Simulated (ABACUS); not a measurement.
# Energy of Al2Au along an even scaling of the cell

System: Al2Au (Fm-3m, 3 atoms in the cell).
Method: Kohn-Sham DFT of a periodic cell, PBEsol, PseudoDojo NC SR 0.4.1 PBEsol standard, no spin polarisation (ABACUS 3.10.1).

The 7 runs differ only in the geometry, by an even scaling of the cell at fixed fractional positions. The structure derives from an entry of the Crystallography Open Database.

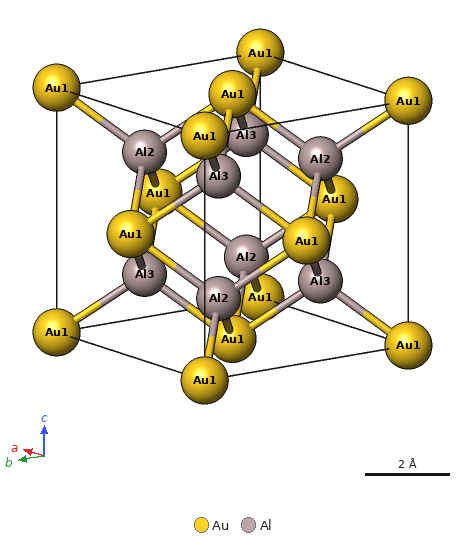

Figure 1. The structure of run 4 (ball-and-stick view of the cell 4 times as large as that of the calculation, set on its symmetry axes, seen at an oblique angle; atoms are numbered from 1 in the order of the input). An atom can appear more than once, as a periodic image.

## Input file of run 4
```
INPUT_PARAMETERS
suffix              Al2Au
calculation         scf
basis_type          pw
pseudo_dir          ./
symmetry            1
dft_functional      pbesol
ecutwfc             76
pseudo_rcut         7
nspin               1
nbands              17
ks_solver           dav
smearing_method     fd
smearing_sigma      0.00367493
scf_thr             1e-08
scf_nmax            100
mixing_type         broyden
mixing_beta         0.7
cal_force           1
cal_stress          1
kpar                4
```

## File STRU of run 4
```
ATOMIC_SPECIES
Au 196.9666 Au.upf
Al 26.9815 Al.upf

LATTICE_CONSTANT
1.8897261246

LATTICE_VECTORS
0.0000000000 3.0000000000 3.0000000000
3.0000000000 0.0000000000 3.0000000000
3.0000000000 3.0000000000 0.0000000000

ATOMIC_POSITIONS
Direct

Au
0.0
1
0.0000000000 0.0000000000 0.0000000000 1 1 1

Al
0.0
2
0.7500000000 0.7500000000 0.7500000000 1 1 1
0.2500000000 0.2500000000 0.2500000000 1 1 1
```

## File KPT of run 4
```
K_POINTS
0
Gamma
8 8 8 0 0 0
```

Command:
```bash
OMP_NUM_THREADS=1 mpirun -np 4 abacus > log
```

Run 6 differs from it as follows:
```diff
-0.0000000000 3.0000000000 3.0000000000
-3.0000000000 0.0000000000 3.0000000000
-3.0000000000 3.0000000000 0.0000000000
+0.0000000000 3.0394782115 3.0394782115
+3.0394782115 0.0000000000 3.0394782115
+3.0394782115 3.0394782115 0.0000000000
```

## Results, with one run withheld

```csv
run,volume per atom (Å³),"free energy per atom, from the lowest run given (meV)",pressure (GPa)
1,16.920,25.75,8.18
2,17.280,10.89,5.11
3,17.640,2.55,2.37
4,18.000,0.00,−0.06
5,18.360,2.61,−2.21
6,18.720,?,?
7,19.080,21.03,−5.83
```

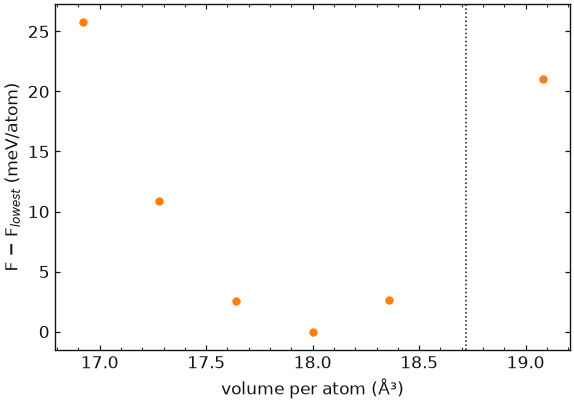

Figure 2. Free energy per atom of the runs given; the dotted line marks run 6.

Fit the runs given and predict run 6.

A cubic polynomial in V^(−2/3) (the Birch–Murnaghan form), fitted to the 6 runs given, misses them by under 0.01 meV per atom. With x = V^(−2/3) − 0.14637 Å⁻², it reads F = 0.36135 + 992.76 x + 6.8775e+05 x² + 2.1069e+06 x³ (meV per atom). At run 6 it gives 9.79 meV per atom, and the run itself gives 9.79. The slope of the fit gives a pressure −dF/dV of −4.14 GPa there, and the run prints −4.13 GPa. The fit has its minimum at 17.991 Å³ per atom, where V d²F/dV² gives 115 GPa: the bulk modulus at this level, since symmetry fixes the shape and the positions.

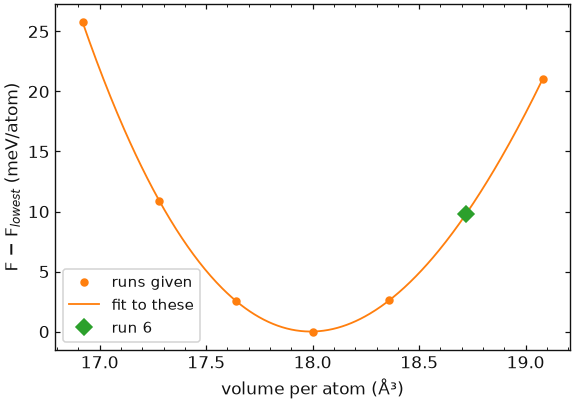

Figure 3. The fit and the withheld run.

## Some lines of the output (run 6)
```
[...]
 E_Fermi        0.7998248949         10.8821759735
 E_Fermi        0.7598143733         10.3378048987
 E_Fermi        0.7757549169         10.5546871217
 E_Fermi        0.7780264077         10.5855923391
 E_Fermi        0.7770807666         10.5727262319
 E_Fermi        0.7773538974         10.5764423673
 E_Fermi        0.7773426418         10.5762892273
 E_Fermi        0.7773189637         10.5759670703
 E_KS(sigma->0) -304.2227895321      -4139.1633990912
 E_Fermi        0.7773236195         10.5760304146
 final etot is -4139.168194 eV
 EFERMI = 10.576030415 eV
 TOTAL-PRESSURE: -41.299503 KBAR
 !FINAL_ETOT_IS -4139.1681939712816529 eV
```

Notes: Spin–orbit coupling is left out, which matters for Au.
